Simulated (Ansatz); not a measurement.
B17P16 (cell charge +1, with a compensating background) (cell with a defect)

Input

```
crystal:
  lattice:
    - [-4.5481927936, 4.5481927936, -4.5481927936]
    - [4.5481927936, -4.5481927936, -4.5481927936]
    - [-4.5481927936, -4.5481927936, 4.5481927936]
  atoms:
    - { symbol: B, position: [0.0, 0.25, 0.75] }
    - { symbol: B, position: [0.75, 0.25, 1.0] }
    - { symbol: B, position: [0.5, 0.2452573249, 0.2452573249] }
    - { symbol: B, position: [0.25, 0.0, 0.75] }
    - { symbol: B, position: [0.2452573249, 0.2452573249, 0.5] }
    - { symbol: B, position: [1.0084846284, 1.0084846284, 1.0084846284] }
    - { symbol: B, position: [0.75, 0.0, 0.25] }
    - { symbol: B, position: [0.5, 0.7547426751, 0.7547426751] }
    - { symbol: B, position: [0.5, -0.0084846284, 0.5] }
    - { symbol: B, position: [0.25, 0.75, 1.0] }
    - { symbol: B, position: [0.0, 0.75, 0.25] }
    - { symbol: B, position: [0.7547426751, 0.5, 0.7547426751] }
    - { symbol: B, position: [0.7547426751, 0.7547426751, 0.5] }
    - { symbol: B, position: [0.5, 0.5, 0.9915153716] }
    - { symbol: B, position: [0.2452573249, 0.5, 0.2452573249] }
    - { symbol: B, position: [-0.0084846284, 0.5, 0.5] }
    - { symbol: P, position: [0.0008378398, 0.5, 0.7514409142] }
    - { symbol: P, position: [0.7514409142, 0.5, 0.0008378398] }
    - { symbol: P, position: [0.5, 0.5, 0.2425506597] }
    - { symbol: P, position: [0.2485590858, 0.2485590858, 0.7493969256] }
    - { symbol: P, position: [0.2425506597, 0.5, 0.5] }
    - { symbol: P, position: [-0.0008378398, 0.2506030744, -0.0008378398] }
    - { symbol: P, position: [0.7493969256, 0.2485590858, 0.2485590858] }
    - { symbol: P, position: [0.5, 0.0008378398, 0.7514409142] }
    - { symbol: P, position: [0.5, 0.2425506597, 0.5] }
    - { symbol: P, position: [0.2506030744, -0.0008378398, -0.0008378398] }
    - { symbol: P, position: [-0.0008378398, -0.0008378398, 0.2506030744] }
    - { symbol: P, position: [0.7574493403, 0.7574493403, 0.7574493403] }
    - { symbol: P, position: [0.7514409142, 0.0008378398, 0.5] }
    - { symbol: P, position: [0.5, 0.7514409142, 0.0008378398] }
    - { symbol: P, position: [0.2485590858, 0.7493969256, 0.2485590858] }
    - { symbol: P, position: [0.0008378398, 0.7514409142, 0.5] }
    - { symbol: B, position: [0.5, 0.5, 0.5] }
  host:
    lattice:
      - [0.0, 2.2740963968, 2.2740963968]
      - [2.2740963968, 0.0, 2.2740963968]
      - [2.2740963968, 2.2740963968, 0.0]
    atoms:
      - { symbol: B, position: [0.0, 0.0, 0.0] }
      - { symbol: P, position: [0.25, 0.25, 0.25] }
total_charge: 1
basis:
  ecutwfc: 420
  xc_grid: 2
kpoints:
  mp_grid: { grid: [2, 2, 2], shift: [0.5, 0.5, 0.5] }
hamiltonian:
  xc: pbe
scf:
  occupations: { method: gaussian, width: 0.01 }
output:
  forces: true
  stress: false
  eigenvalues: true
  charged_corrections:
    defect_position: [0.5, 0.5, 0.5]
    epsilon: [[9.2563, 0.0, 0.0], [0.0, 9.2563, 0.0], [0.0, 0.0, 9.2563]]
  write_density: true
  write_potential: true
  elf: true
  volumetric_format: npy
relax:
  adjacent_minimum: "off"
  f_tol: 0.025
  max_steps: 45
```

Command:

```sh
ansatz run input.yaml --threads 4 --pin off --max-ram 6144MiB --backend cpu --events-out ev --progress --plain --runs-dir out
```

The fields are those of the relaxed geometry.

Theory: DFT PBE, scalar-relativistic, plane waves, PAW (Ansatz).

In a PAW calculation such maps are meaningful between the atoms, not at the nuclei.

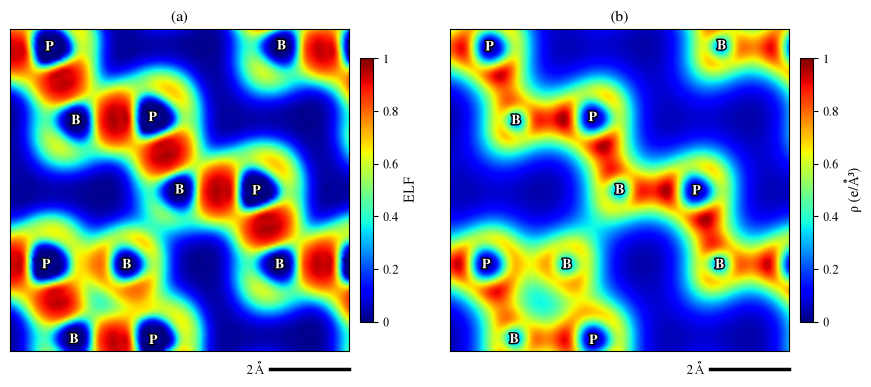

Figure 1. (a) ELF; (b) valence pseudo-density on the (010) plane of the calculation cell.

> Read the bonding off the picture.

The section cuts through B and P sites. B–P (1.95 Å): ρ at the midpoint is about 0.91 e/Å³; the ELF peaks at about 0.95 between the atoms: localised, covalent bonding. B–P (2.01 Å): ρ is about 0.81 e/Å³ halfway; the ELF peaks at about 0.95 between the atoms. Between the atoms the lowest density in this plane is 0.04 e/Å³.

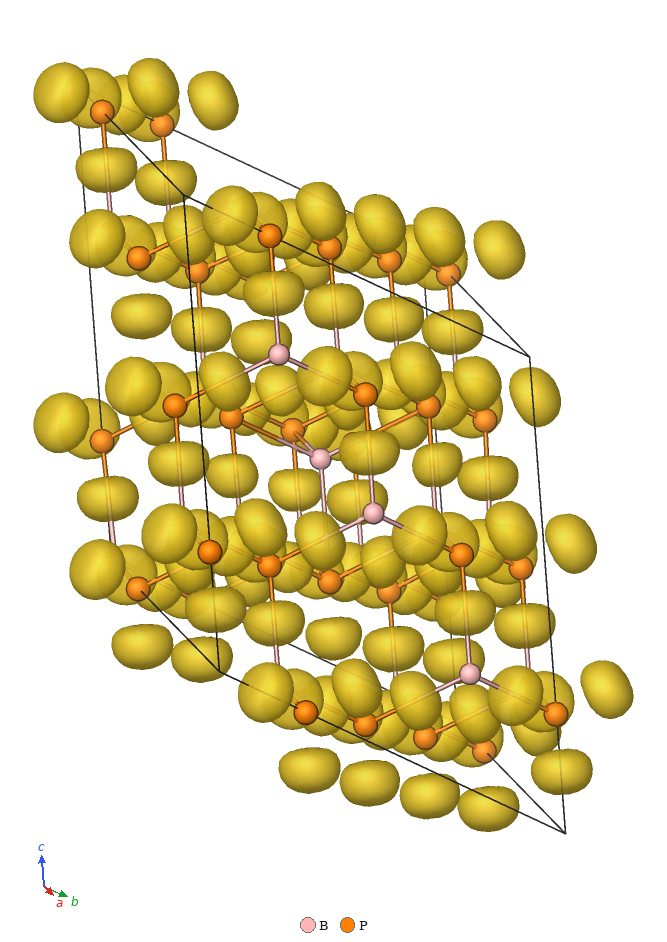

Figure 2. Isosurface of the electron localisation function at 0.85 (yellow), seen slightly off an axis. Only the valence region is drawn (cores and ρ < 0.01 e/Å³ removed). Sticks mark near contacts.

> Where are the electrons localised?

The ELF exceeds this value in 64 regions between bonded B–P atoms (shared pairs), counted in one cell of 33 atoms. Any copies at cell faces, edges or corners count once.

> Does the calculation give a band gap?

It is gapped, with a Kohn–Sham gap of 1.4 eV on the k-point mesh, an upper bound to the gap of this method.
